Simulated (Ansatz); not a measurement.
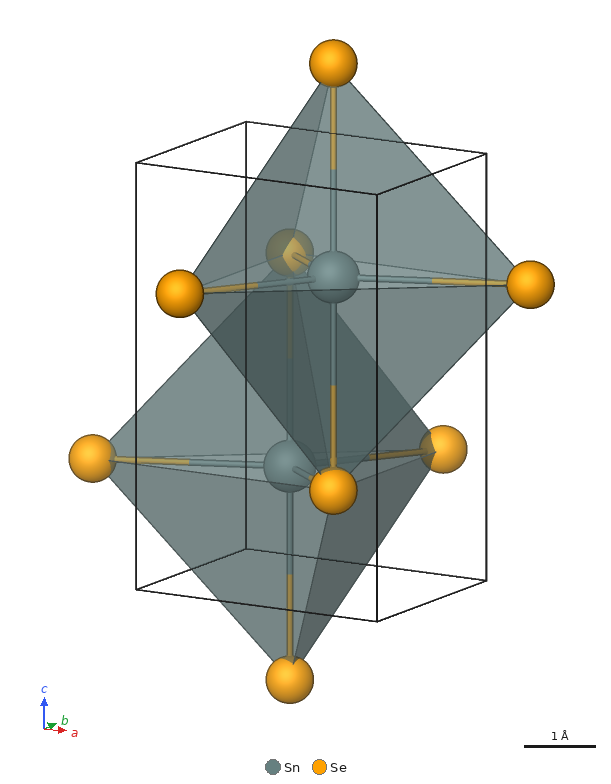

Shown here is a polyhedral view of the crystal, taken slightly off an axis. The edges of the conventional unit cell are marked. A few atoms beyond the faces are included.

SnSe, space group P6_3/mmc (No. 194), a = 5.064 Å, b = 5.064 Å, c = 6.073 Å, α = 90.00°, β = 90.00°, γ = 120.00°. The cell started as a structure type filled with these elements by a generator (whether the compound takes this form wasn't checked). Earlier steps of the study may have refined or changed the cell and positions. It was the input of a calculation with Ansatz.

This one geometry was computed with Ansatz (DFT, plane waves, PAW) at six levels of theory: PBE with spin-orbit coupling, r2SCAN, PBE0, LDA, HSE06 and PBE. It was relaxed beforehand with r2SCAN.

Q: Which level gives the highest pressure at this volume, and what does that say about its equilibrium volume?

A: Highest: PBE with spin-orbit coupling (0.9 GPa) and PBE (0.9 GPa), which points to the largest equilibrium volume. Lowest, with the smallest volume: LDA (-2.4 GPa). Levels within 0.5 GPa of each other can't be told apart.

Q: How does the band gap change with the level of theory?

A: PBE with spin-orbit coupling: a gap of 0.24 eV, direct; LDA: a gap of 0.36 eV, direct; PBE: a gap of 0.41 eV, direct; r2SCAN: a gap of 0.58 eV, direct; HSE06: a gap of 0.76 eV, direct; PBE0: a gap of 1.32 eV, direct.

Q: Collect the results in a table.

A:
| level | cutoff (eV) | k-mesh of the run's cell | gap (eV) | pressure (GPa) |
| --- | --- | --- | --- | --- |
| PBE with spin-orbit coupling | 420 | 6×6×4 | 0.24 | 0.9 |
| r2SCAN | 500 | 6×6×4 | 0.58 | 0.0 |
| PBE0 | 420 | 6×6×4 | 1.32 | 0.1 |
| LDA | 420 | 6×6×4 | 0.36 | -2.4 |
| HSE06 | 420 | 6×6×4 | 0.76 | 0.1 |
| PBE | 420 | 6×6×4 | 0.41 | 0.9 |

Gaps are taken on the k-mesh or band path of each run.
